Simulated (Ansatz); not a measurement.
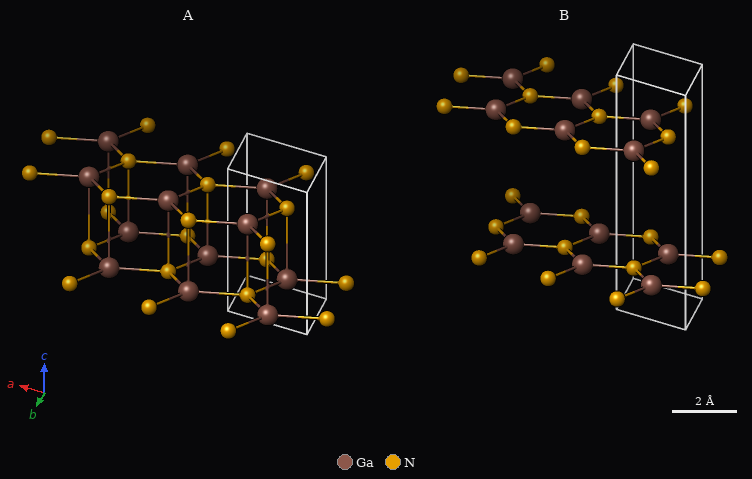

Two geometries of a crystal of GaN (a generated structure, set up in P6_3/mmc) (coarse preliminary run), drawn at one scale. One is the start of a relaxation, the other its converged end. Style: ball-and-stick. Shown: the cell of the calculation, repeated 3 × 2 × 1 with one cell outlined, from a free direction.

All numbers below come from Ansatz 0.2.0, DFT r2SCAN, scalar-relativistic, plane waves, PAW. Set-up: plane-wave cutoff 500 eV; k-point mesh 12 × 12 × 4; occupations gaussian; smearing width 0.1 eV; no spin polarisation; cell and atoms relaxed; force threshold 0.05 eV/Å; at most 60 steps.

Question: Which of the two is the end point?

Answer: Structure A is the relaxed one. Case: B → Ga on all its sites, cell and atoms relaxed. Over 11 accepted moves (12 points after the start) the energy falls by 989 meV per atom. All forces vanish by symmetry, so only the cell relaxes. The pressure goes from 65.78 to 0.28 GPa. At 1 point the geometry stayed and the basis and grid were re-selected for the new cell (energy shift of 2.8 meV per atom at most each time). The atoms keep their places relative to the cell (all moves are under 0.005 Å). The drawn cell changes as follows: a = b 2.865 → 3.295 Å (+15.0 %), c 7.876 → 4.773 Å (−39.4 %); the volume changes by −19.9 %. Among the contacts that change: Ga–N 3.938 → 2.386 Å, Ga–N 1.654 → 1.902 Å. The space group stays P6_3/mmc (No. 194).

Limits of the set-up: layers or molecules are held without a dispersion correction, so their spacing is unreliable.
